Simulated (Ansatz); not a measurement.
**Si₂O: geometry relaxation (part 2 of 2)**

Continued. System: Si₂O (3 atoms in the cell). Method: DFT PBE, scalar-relativistic, plane waves, PAW, no spin polarisation (Ansatz 0.2.0); cutoff 420 eV, 14×14×14 k-mesh, Gaussian smearing of 0.1 eV. The structure was built on a prototype by a generator; it need not be a known phase. It belongs to a series of runs on one base structure; here: random cell with space group Ama2 (No. 40).

Geometry of the input (Å; fractional positions):
```
0.0000  2.4878  3.9702
2.4025  0.0000  3.9702
2.4025  2.4878  0.0000
Si 0.2085  0.2085  0.7915
Si 0.7915  0.7915  0.2085
O  0.0000  0.0000  0.0000
```

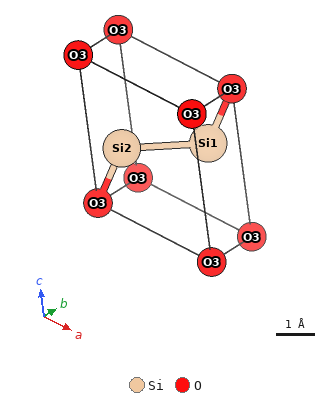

Fig. 1: The geometry at step 3 of the log (ball-and-stick view of the reduced cell, seen slightly off an axis; atoms are numbered from 1 in the order of the input).

## What the program printed, continued
```
relax step   6: F+E_penalty+E_count = -1839.19352290 eV  Δ(F+E_penalty+E_count) = +6.620e-5 eV  max|allowed force component| = 2.267e-5 eV/Å  Δτ_max = 0.0007 Å  P = +0.004 GPa  Ω = 47.467 Å³  energy of the carried Pulay correction = -8.895e-6 eV  (5 SCF iters, dr2 threshold 9.78e-8 eV, accepted)
Initial wavefunctions: pseudopotential atomic-orbital guess (no wavefunctions were taken with the density)
iter 1 solved again at ethr=1.77e-7 eV; its pass at ethr=3.10e-3 eV (dr2=2.48e-5 eV) is discarded
SCF iter   1: F=—  HF=-1839.193892 eV  |F-HF|=—  |Δ(HF+E_count)|=         —  Δρ=1.22e-4  dr2=6.69e-7  ethr=1.77e-7  ⟨swp⟩=3.1  Hψ=48185  notcnv=0
preconditioner: auto → Kerker (q_TF=auto, 2.226 Å⁻¹)  [metal: Δε(μ)=0.007 eV  Ē_g=9.777 eV  σ=0.100 eV  W_gap=0.04  n_scr=10 (ndim 8)  ℏωp=18.7 eV  f_vac=0.005  D(μ)=0.89/eV (n_scr^D=2)]
SCF iter   2: F=—  HF=-1839.193818 eV  |F-HF|=—  |Δ(HF+E_count)|=   7.36e-5  Δρ=6.29e-5  dr2=1.84e-7  ethr=4.78e-9  ⟨swp⟩=2.5  Hψ=7348  notcnv=0
SCF iter   3: F=—  HF=-1839.193831 eV  |F-HF|=—  |Δ(HF+E_count)|=   1.24e-5  Δρ=1.10e-5  dr2=3.89e-8  ethr=1.32e-9  ⟨swp⟩=2.0  Hψ=7487  notcnv=0
SCF iter   4: F=—  HF=-1839.193831 eV  |F-HF|=—  |Δ(HF+E_count)|=   5.79e-9  Δρ=1.83e-6  dr2=1.34e-9  ethr=2.78e-10  ⟨swp⟩=2.8  Hψ=7776  notcnv=0
SCF iter   5: F=—  HF=-1839.193831 eV  |F-HF|=—  |Δ(HF+E_count)|=   1.85e-9  Δρ=6.25e-7  dr2=3.09e-10  ethr=9.58e-12  ⟨swp⟩=2.6  Hψ=7852  notcnv=0
SCF iter   6: F=-1839.193831 eV  HF=-1839.193831 eV  |F-HF|=2.91e-11  |Δ(HF+E_count)|=  3.85e-10  Δρ=2.37e-7  dr2=2.27e-11  ethr=1.00e-12  ⟨swp⟩=4.8  Hψ=23841  notcnv=0
SCF 7 converged in 6 iterations: F = -1839.193831 eV  dr2 = 2.27e-11
relax step   7: F+E_penalty+E_count = -1839.19383058 eV  Δ(F+E_penalty+E_count) = -3.077e-4 eV  max|allowed force component| = 9.281e-5 eV/Å  Δτ_max = 0.0000 Å  P = +0.013 GPa  Ω = 47.467 Å³  stress off target by 8.09e-2 GPa  SCF on the basis re-selected at this cell (its energy is not comparable with the rows above)  (6 SCF iters)
basis re-selected at this cell: Δ(F+E_penalty+E_count) = -3.077e-4 eV, ΔP = +0.009 GPa vs the last step (what re-selecting the basis moved, of the pressure what is left beyond the Pulay correction that the steps carried, after the strain that the cell walked since its last selection, with what the two solves' SCF thresholds leave and, on support functions, any second-order correction that the steps lacked; it is no measure of the basis error at this ecutwfc). This SCF's stress stands 8.09e-2 GPa from its target on what of the cell is left free (relax.cell.stress_tol is 5.00e-2 GPa) and its largest allowed force component is 9.28e-5 eV/Å (relax.f_tol is 1.00e-2 eV/Å): not within both, so this SCF does not close the relaxation
Crystal: 3 atoms, lattice volume = 47.475 Å³
iter 1 solved again at ethr=1.60e-7 eV; its pass at ethr=3.10e-3 eV (dr2=2.24e-5 eV) is discarded
SCF iter   1: F=—  HF=-1839.193963 eV  |F-HF|=—  |Δ(HF+E_count)|=         —  Δρ=2.61e-4  dr2=3.15e-5  ethr=1.60e-7  ⟨swp⟩=2.0  Hψ=36299  notcnv=0
preconditioner: auto → Kerker (q_TF=auto, 2.226 Å⁻¹)  [metal: Δε(μ)=0.022 eV  Ē_g=9.776 eV  σ=0.100 eV  W_gap=0.13  n_scr=10 (ndim 8)  ℏωp=18.7 eV  f_vac=0.005  D(μ)=0.89/eV (n_scr^D=2)]
SCF iter   2: F=—  HF=-1839.193847 eV  |F-HF|=—  |Δ(HF+E_count)|=   1.16e-4  Δρ=1.49e-4  dr2=1.05e-5  ethr=1.60e-7  ⟨swp⟩=1.0  Hψ=4708  notcnv=0
SCF iter   3: F=—  HF=-1839.193844 eV  |F-HF|=—  |Δ(HF+E_count)|=   3.37e-6  Δρ=1.14e-5  dr2=4.63e-8  ethr=7.49e-8  ⟨swp⟩=2.1  Hψ=6915  notcnv=0
SCF iter   4: F=-1839.193844 eV  HF=-1839.193844 eV  |F-HF|=3.11e-9  |Δ(HF+E_count)|=  7.47e-10  Δρ=6.21e-6  dr2=1.30e-8  ethr=1.17e-10  ⟨swp⟩=6.0  Hψ=24190  notcnv=0
SCF 8 converged in 4 iterations: F = -1839.193844 eV  dr2 = 1.30e-8
relax step   8: F+E_penalty+E_count = -1839.19384357 eV  Δ(F+E_penalty+E_count) = -1.299e-5 eV  max|allowed force component| = 1.096e-4 eV/Å  Δτ_max = 0.0000 Å  P = -0.001 GPa  Ω = 47.475 Å³  energy of the carried Pulay correction = -1.346e-5 eV  (4 SCF iters, dr2 threshold 1.64e-8 eV, accepted)
iter 1 solved again at ethr=1.77e-7 eV; its pass at ethr=3.10e-3 eV (dr2=2.48e-5 eV) is discarded
SCF iter   1: F=—  HF=-1839.193970 eV  |F-HF|=—  |Δ(HF+E_count)|=         —  Δρ=3.39e-5  dr2=2.64e-8  ethr=1.77e-7  ⟨swp⟩=3.1  Hψ=48160  notcnv=0
preconditioner: auto → Kerker (q_TF=auto, 2.226 Å⁻¹)  [metal: Δε(μ)=0.023 eV  Ē_g=9.776 eV  σ=0.100 eV  W_gap=0.13  n_scr=10 (ndim 8)  ℏωp=18.7 eV  f_vac=0.005  D(μ)=0.89/eV (n_scr^D=2)]
SCF iter   2: F=—  HF=-1839.193870 eV  |F-HF|=—  |Δ(HF+E_count)|=   1.01e-4  Δρ=1.72e-5  dr2=9.99e-9  ethr=1.89e-10  ⟨swp⟩=3.3  Hψ=9332  notcnv=0
SCF iter   3: F=—  HF=-1839.193872 eV  |F-HF|=—  |Δ(HF+E_count)|=   2.56e-6  Δρ=5.15e-6  dr2=2.74e-9  ethr=7.14e-11  ⟨swp⟩=2.3  Hψ=7605  notcnv=0
SCF iter   4: F=—  HF=-1839.193872 eV  |F-HF|=—  |Δ(HF+E_count)|=   2.03e-7  Δρ=9.49e-7  dr2=4.01e-10  ethr=1.96e-11  ⟨swp⟩=2.7  Hψ=7753  notcnv=0
SCF iter   5: F=—  HF=-1839.193872 eV  |F-HF|=—  |Δ(HF+E_count)|=   1.22e-9  Δρ=6.20e-7  dr2=1.09e-10  ethr=2.87e-12  ⟨swp⟩=2.3  Hψ=6977  notcnv=0
SCF iter   6: F=-1839.193872 eV  HF=-1839.193872 eV  |F-HF|=3.64e-12  |Δ(HF+E_count)|=   2.10e-9  Δρ=8.04e-8  dr2=4.03e-12  ethr=1.00e-12  ⟨swp⟩=6.1  Hψ=21520  notcnv=0
SCF 9 converged in 6 iterations: F = -1839.193872 eV  dr2 = 4.03e-12
relax step   9: F+E_penalty+E_count = -1839.19387241 eV  Δ(F+E_penalty+E_count) = -2.884e-5 eV  max|allowed force component| = 1.817e-4 eV/Å  Δτ_max = 0.0000 Å  P = -0.001 GPa  Ω = 47.475 Å³  stress off target by 3.22e-3 GPa  SCF on the basis re-selected at this cell (its energy is not comparable with the rows above)  (6 SCF iters)
basis re-selected at this cell: Δ(F+E_penalty+E_count) = -2.884e-5 eV, ΔP = +0.000 GPa vs the last step (what re-selecting the basis moved, of the pressure what is left beyond the Pulay correction that the steps carried, after the strain that the cell walked since its last selection, with what the two solves' SCF thresholds leave and, on support functions, any second-order correction that the steps lacked; it is no measure of the basis error at this ecutwfc). This SCF's stress stands 3.22e-3 GPa from its target on what of the cell is left free (relax.cell.stress_tol is 5.00e-2 GPa) and its largest allowed force component is 1.82e-4 eV/Å (relax.f_tol is 1.00e-2 eV/Å): within both
SCF converged after 6 iterations
Free energy (F): -1839.193872 eV
Harris-Foulkes:  -1839.193872 eV  (|F-HF|=3.64e-12)
Internal energy: -1839.189444 eV  (E = F + TS)
E sigma→0 (E₀):  -1839.191658 eV
Entropy (-TS):   -0.004429 eV (-1.476 meV/atom)
Fermi energy:    6.690584 eV
--- Per-component energies (eV) ---
  E_band       = -16.403870
  E_kinetic    = 259.061958
  E_local      = -538.976355  (includes V_loc(G=0)·N_el)
  E_nonlocal   = 98.839393
  E_hartree    = 196.690078
  E_xc         = -184.237286
  E_vxc        = -187.726388  (∫ρ·V_xc dr)
  E_paw        = -1183.783119  (= ΣΔE_a)
  E_vpaw       = -40.985171  (= ΣTr[D̂ρ^β])
  E_aug_tail   = 0.002536  (compensation charges beyond the density's cutoff)
  E_ewald      = -486.786649
  E_smearing   = -0.004429  (= −TS)
  E_closure    = -0.000000  (closes the sum)
  Σ components = -1839.193872   (vs F -1839.193872, Δ=0.00e0)
--- Forces (eV/Å), atoms counted from 1 ---
  atom   1  Si     0.00000000     0.00000000    -0.00018168
  atom   2  Si    -0.00000000    -0.00000000     0.00018168
  atom   3  O     -0.00000000     0.00000000     0.00000000
  max |Σ_I F_I| component: 9.47e-30 eV/Å
--- Stress (GPa, compression-positive) ---
       -0.000278      -0.000000       0.000000
       -0.000000      -0.003224       0.000000
        0.000000       0.000000      -0.000617
  P = ⅓ Tr σ = -0.0014 GPa (-0.014 kbar)
--- Band table (eV; the first three rows and the last of 428) ---
  k-point 0: bands = ["-14.2700", "-3.5629", "-3.1568", "2.0386", "2.0386", "5.8370", "5.8379", "7.5919", "10.1024", "11.9808", "12.2891"]
  k-point 1: bands = ["-14.2615", "-3.6879", "-2.9787", "1.9996", "2.0358", "5.2941", "5.9085", "7.8866", "10.4567", "11.9441", "12.4330"]
  k-point 2: bands = ["-14.2376", "-3.8588", "-2.6539", "1.8720", "2.0292", "4.3466", "6.1172", "8.2362", "11.1419", "12.1708", "12.7064"]
  k-point 427: bands = ["-14.1446", "-5.8180", "0.3140", "1.6021", "1.6023", "5.6739", "7.1839", "7.1845", "9.0780", "9.5342", "14.2727"]
--- Relaxed structure (7 steps of the walk, 7 accepted, 2 SCFs on fresh bases) ---
  F+E_penalty+E_count = -1839.19387241 eV   max|allowed force component| = 1.817e-4 eV/Å   (the final SCF, on the basis selected at the relaxed cell)
  cell:  # Å, volume = 47.4753 Å³
    - [-3.9624128378060444e-18, 2.4446804365504593, 3.97208416644116]
    - [2.4445385701606037, 3.6108723210487118e-34, 3.97208416644116]
    - [2.4445385701606037, 2.4446804365504593, -2.3977298657325124e-18]
  atoms:
    - { symbol: Si, position: [0.20843476094907523, 0.20843476094907523, 0.7915652390509248] }
    - { symbol: Si, position: [0.7915652390509247, 0.7915652390509247, 0.20843476094907532] }
    - { symbol: O, position: [7.328302227226095e-35, -6.115571951174685e-35, -2.0069278106963548e-34] }
```

## Trajectory as extended XYZ (Å, eV, eV/Å), 9 frames, from step=1 to step=9
```
3
Lattice="0.0000 2.4878 3.9702 2.4025 0.0000 3.9702 2.4025 2.4878 0.0000" Properties=species:S:1:pos:R:3:forces:R:3 step=1 energy=-1839.18843 pressure_GPa=0.14
Si    2.4025    2.4878    1.6552    0.0000   0.0000   0.0019
Si    2.4025    2.4878    6.2853    0.0000   0.0000  -0.0019
O     0.0000    0.0000    0.0000    0.0000   0.0000   0.0000
3
Lattice="0.0000 2.4726 3.9721 2.4152 0.0000 3.9721 2.4152 2.4726 0.0000" Properties=species:S:1:pos:R:3:forces:R:3 step=2 energy=-1839.19186 pressure_GPa=0.09
Si    2.4152    2.4726    1.6554    0.0000   0.0000   0.0067
Si    2.4152    2.4726    6.2888    0.0000   0.0000  -0.0067
O     0.0000    0.0000    0.0000    0.0000   0.0000   0.0000
3
Lattice="0.0000 2.4600 3.9706 2.4286 0.0000 3.9706 2.4286 2.4600 0.0000" Properties=species:S:1:pos:R:3:forces:R:3 step=3 energy=-1839.19316 pressure_GPa=0.06
Si    2.4286    2.4600    1.6557    0.0000   0.0000  -0.0056
Si    2.4286    2.4600    6.2854    0.0000   0.0000   0.0056
O     0.0000    0.0000    0.0000    0.0000   0.0000   0.0000
3
Lattice="0.0000 2.4523 3.9743 2.4369 0.0000 3.9743 2.4369 2.4523 0.0000" Properties=species:S:1:pos:R:3:forces:R:3 step=4 energy=-1839.19341 pressure_GPa=-0.05
Si    2.4369    2.4523    1.6558    0.0000   0.0000   0.0117
Si    2.4369    2.4523    6.2927    0.0000   0.0000  -0.0117
O     0.0000    0.0000    0.0000    0.0000   0.0000   0.0000
3
Lattice="0.0000 2.4435 3.9704 2.4423 0.0000 3.9704 2.4423 2.4435 0.0000" Properties=species:S:1:pos:R:3:forces:R:3 step=5 energy=-1839.19359 pressure_GPa=0.11
Si    2.4423    2.4435    1.6559    0.0000   0.0000  -0.0178
Si    2.4423    2.4435    6.2850    0.0000   0.0000   0.0178
O     0.0000    0.0000    0.0000    0.0000   0.0000   0.0000
3
Lattice="0.0000 2.4478 3.9719 2.4411 0.0000 3.9719 2.4411 2.4478 0.0000" Properties=species:S:1:pos:R:3:forces:R:3 step=6 energy=-1839.19352 pressure_GPa=0.00
Si    2.4411    2.4478    1.6558    0.0000   0.0000   0.0000
Si    2.4411    2.4478    6.2881    0.0000   0.0000   0.0000
O     0.0000    0.0000    0.0000    0.0000   0.0000   0.0000
3
Lattice="0.0000 2.4478 3.9719 2.4411 0.0000 3.9719 2.4411 2.4478 0.0000" Properties=species:S:1:pos:R:3:forces:R:3 step=7 energy=-1839.19383 pressure_GPa=0.01
Si    2.4411    2.4478    1.6558    0.0000   0.0000  -0.0001
Si    2.4411    2.4478    6.2881    0.0000   0.0000   0.0001
O     0.0000    0.0000    0.0000    0.0000   0.0000   0.0000
3
Lattice="0.0000 2.4447 3.9721 2.4445 0.0000 3.9721 2.4445 2.4447 0.0000" Properties=species:S:1:pos:R:3:forces:R:3 step=8 energy=-1839.19384 pressure_GPa=-0.00
Si    2.4445    2.4447    1.6558    0.0000   0.0000  -0.0001
Si    2.4445    2.4447    6.2883    0.0000   0.0000   0.0001
O     0.0000    0.0000    0.0000    0.0000   0.0000   0.0000
3
Lattice="0.0000 2.4447 3.9721 2.4445 0.0000 3.9721 2.4445 2.4447 0.0000" Properties=species:S:1:pos:R:3:forces:R:3 step=9 energy=-1839.19387 pressure_GPa=-0.00
Si    2.4445    2.4447    1.6558    0.0000   0.0000  -0.0002
Si    2.4445    2.4447    6.2883    0.0000   0.0000   0.0002
O     0.0000    0.0000    0.0000    0.0000   0.0000   0.0000
```

## Key numbers

```csv
quantity,value
outcome,converged
space group (tolerance 0.01 Å),Fmmm (69) → I4/mmm (139)
electrons treated,14
free energy,−1839.1939 eV
Fermi energy,6.691 eV
gap on the k-point mesh,none (metallic)
pressure,0.00 GPa
final volume,47.48 Å³
largest force (length of the vector) at the end,under 0.001 eV/Å
final cell,"a = 4.664 Å, b = 4.664 Å, c = 3.457 Å, α = 68.25°, β = 68.24°, γ = 43.51°"
hardware,"1 thread of Intel Xeon (Granite Rapids), 192 GiB of memory available, shared host"
wall time,63 s
peak memory,0.55 GiB
```
